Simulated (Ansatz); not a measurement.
# CoSi: what the fields show

Input file:

```
crystal:
  lattice:
    - [2.781334, 0.0, 0.0]
    - [0.0, 2.781334, 0.0]
    - [0.0, 0.0, 2.781334]
  atoms:
    - { symbol: Co, position: [-0.010183, -0.011176, -0.000176], spin: 2.0 }
    - { symbol: Si, position: [0.492713, 0.50471, 0.510975] }
hamiltonian:
  xc: pbe
  pseudopotentials: { kind: paw }
magnetization:
  spin_polarized: true
kpoints:
  mp_grid: { grid: [10, 10, 10] }
scf:
  occupations: { method: fermi_dirac, width: 0.05 }
output:
  forces: true
  stress: true
  eigenvalues: true
  write_density: true
  write_potential: true
  elf: true
  volumetric_format: npy
```

Run with:

```sh
ansatz run input.yaml --threads 2 --pin off --max-ram 5120MiB --backend cpu --events-out ev --progress --plain --runs-dir out
```

Below, planes, directions and counts refer to the cell of the magnetic structure (a = 2.78 Å, b = 2.78 Å, c = 2.78 Å, α = 90.00°, β = 90.00°, γ = 90.00°).

Space group P1; a structure from a database of computed crystals, not necessarily the ambient phase; changed on purpose from its base cell (atoms moved at random by about 0.05 A); spin-polarised.

These are results of Kohn-Sham DFT of a periodic cell, PBE, Ansatz PAW in Ansatz, not measurements.

Core electrons are frozen (PAW), and the valence fields are smoothed inside the atomic spheres.

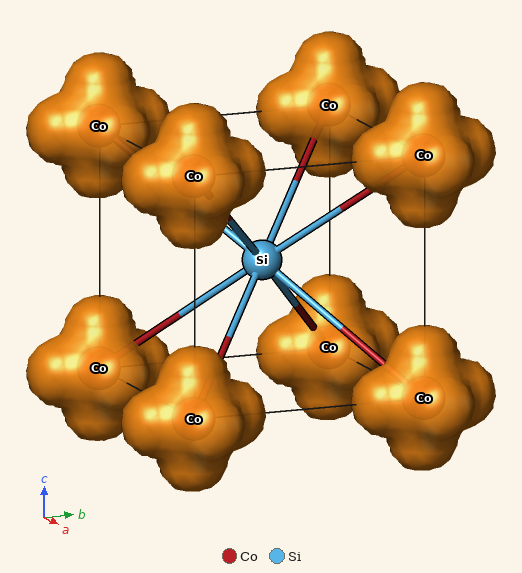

Figure 1. Isosurfaces of the magnetisation density (up minus down) at +0.08 (orange) and −0.08 e/Å³ (purple), seen slightly off an axis. Sticks mark near contacts.

> Describe the spin distribution.

The spin density sits on Co: +0.6 μB in one cell of 2 atoms: parallel moments, as they must be, since the calculation's own cell holds one magnetic site. The cell of the calculation (2 atoms) carries 0.5 μB of net spin moment. Only one sign reaches the isovalue.

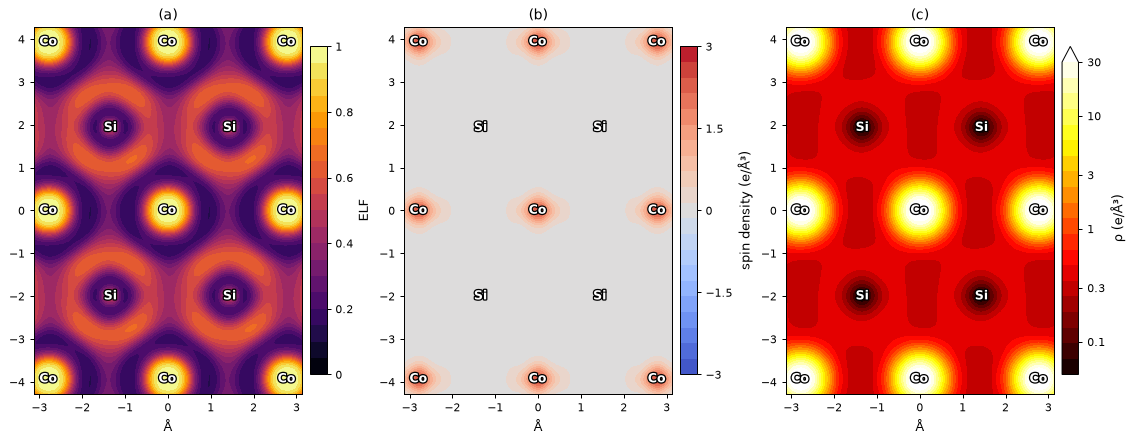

Figure 2. (a) ELF; (b) magnetisation density (up minus down); (c) valence pseudo-density on the (011) plane of the cell of the magnetic structure.

> What does the map show?

- The plane passes through Co and Si nuclei.
- Co–Si (2.36 Å): the density is about 0.44 e/Å³ at the midpoint; the ELF peaks at about 0.65 in the valence shell of Si, 0.9 Å from its nucleus, and is about 0.45 at the midpoint.
- Co–Si (2.41 Å): ρ at the midpoint is about 0.41 e/Å³; the ELF peaks at about 0.65 in the valence shell of Si, 0.9 Å from its nucleus, and is about 0.45 at the midpoint.
- Co–Si (2.46 Å): ρ is about 0.38 e/Å³ halfway; the ELF peaks at about 0.65 in the valence shell of Si, 0.9 Å from its nucleus, and is about 0.45 at the midpoint.
- Between the atoms the lowest density in this plane is 0.27 e/Å³.
- The features right at Co lie inside the PAW spheres, where the map follows smoothed inner orbitals and isn't to be read closely.

> Does the calculation make it a metal, or give it a gap?

It is gapless in this calculation (a metal or semimetal).
